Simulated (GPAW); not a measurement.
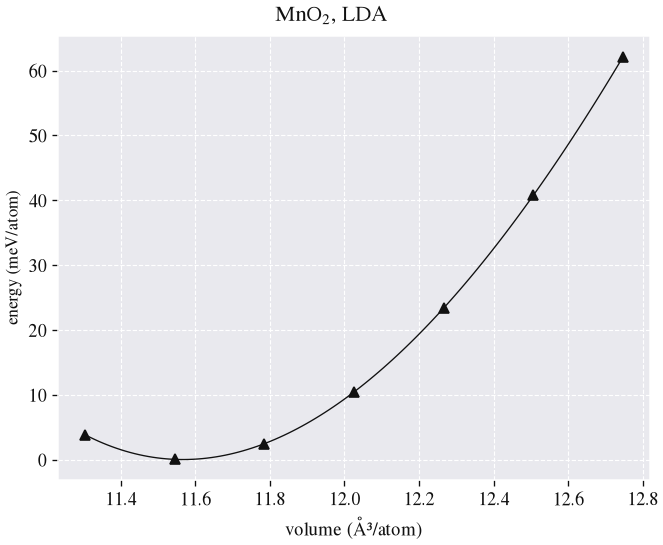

The figure shows the energy against volume for MnO₂, space group P6_3/mmc (No. 194).

Cell as given: a = 2.855 Å, b = 2.855 Å, c = 10.222 Å, α = 90.00°, β = 90.00°, γ = 120.00°; 6 atoms.

How it was computed, with GPAW 26.7.0: PAW DFT in plane waves, on a grid or in atomic orbitals, collinear spins; energies at scaled volumes of the given cell, shape and fractions fixed, counted from the fit's minimum, third-order Birch-Murnaghan fit. Level: LDA, collinear spin.

```
         setting                                 value
          k mesh                                 7×7×2
     occupations                           Fermi–Dirac
  smearing width                               0.05 eV
      potentials  GPAW PAW data sets (gpaw data 1.2.1)
     wave cutoff                                800 eV
program settings                              basis pw
```

This calculation gives: equilibrium volume 11.57 Å³/atom and bulk modulus 197 GPa.

Now the level changes from LDA to r2SCAN. How do these quantities change?

The equilibrium volume rises from 11.57 to 12.16 Å³/atom (+5.1 %) and the bulk modulus falls from 197 to 184 GPa (−6.6 %).

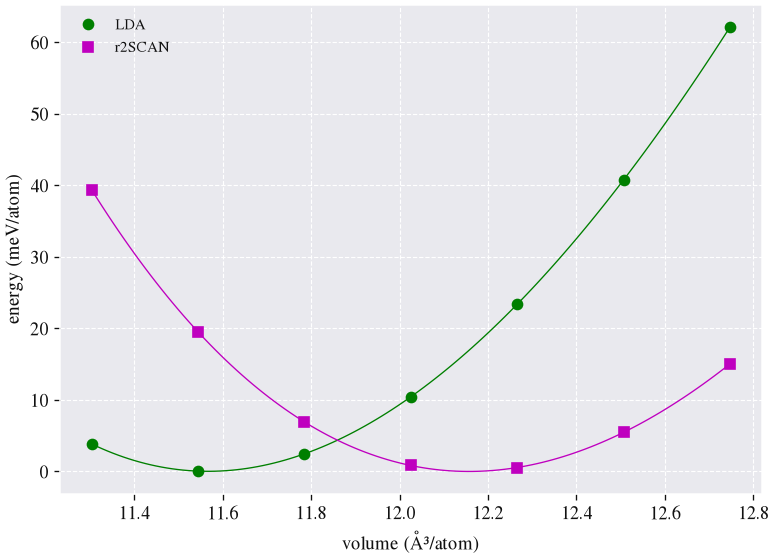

The two results together.

For LDA, limits of the calculation: shape and atomic fractions are frozen while scaling, which makes layered, chain and framework solids too stiff.

For r2SCAN, limits of the calculation: shape and atomic fractions are frozen while scaling, which makes layered, chain and framework solids too stiff.

V0 and the bulk modulus come from third-order Birch–Murnaghan fits.
